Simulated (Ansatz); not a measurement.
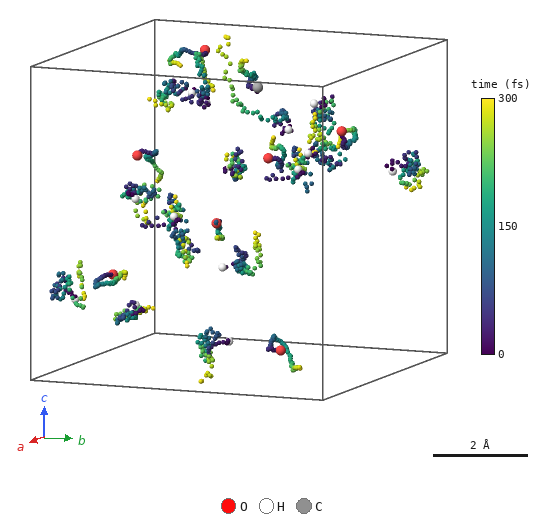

A Born-Oppenheimer molecular dynamics run of a periodic cell with 6 H2O + 1 H2CO at 0.732 g/cm³, 300 fs long. It starts from the last geometry of an earlier run, with fresh velocities. Dots mark each atom's position at evenly spaced times, coloured by time; spheres stand at the starting positions. Seen slightly off an axis in the simulation cell.

Method: DFT PBE-D3(BJ), scalar-relativistic, plane waves, PAW (Ansatz 0.2.0). Run with plane-wave cutoff 420 eV; k-point mesh 1 × 1 × 1; Fermi-Dirac smearing 0.02 eV; low-accuracy preset; Langevin thermostat (NVT); set temperature 500 K; time step 0.75 fs; friction 0.005 per fs.

How do the atoms move?

Root-mean-square distances from the starting positions over the second half, with the common drift of all atoms taken out: H 0.82 Å, C 0.72 Å, O 0.52 Å. The heavy atoms stay within a fraction of a molecule's size of their starting places; so short a run doesn't tell a liquid from a solid. The mean temperature in the second half is 442 K (standard deviation 65 K). The potential energy in the second half lies on average 7.4 meV per atom below the first frame.

Limits of the set-up: the program's low-accuracy preset was used; the periodic images lie only 6.8 Å apart, so the values are limited by the cell's size.
